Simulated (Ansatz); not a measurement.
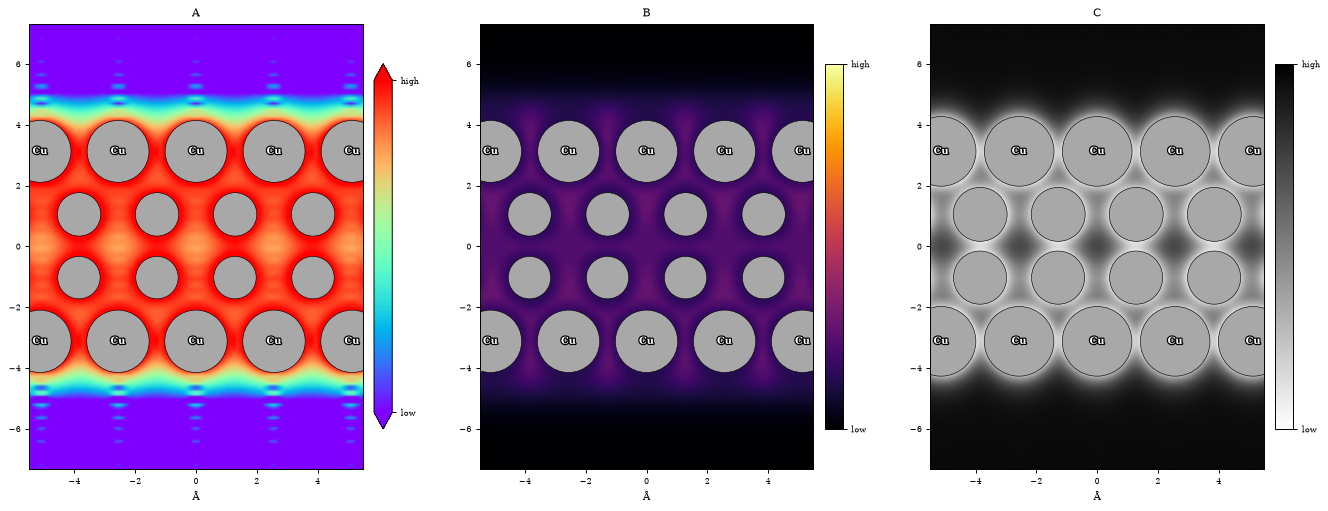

Cu (slab): 3 fields on the (010) plane of the calculation cell, a cut from vacuum to vacuum, with unlabelled colour scales. Grey discs cover the atomic cores.

Computed without spin polarisation.

These are results of Ansatz, DFT PBE, scalar-relativistic, plane waves, PAW, not measurements.

Which field does each panel show? The fields are: electron localisation function, electrostatic potential energy of an electron and valence pseudo-density.

Panel A: valence pseudo-density. Panel B: electron localisation function. Panel C: electrostatic potential energy of an electron (low next to the atoms, rising into the space between them). From the grid: Cu–Cu (2.57 Å): ρ at the midpoint is about 0.29 e/Å³, with its minimum of 0.26 e/Å³ about 1.4 Å from Cu; the ELF is about 0.25 at the midpoint; no shared electron pair shows on this line.
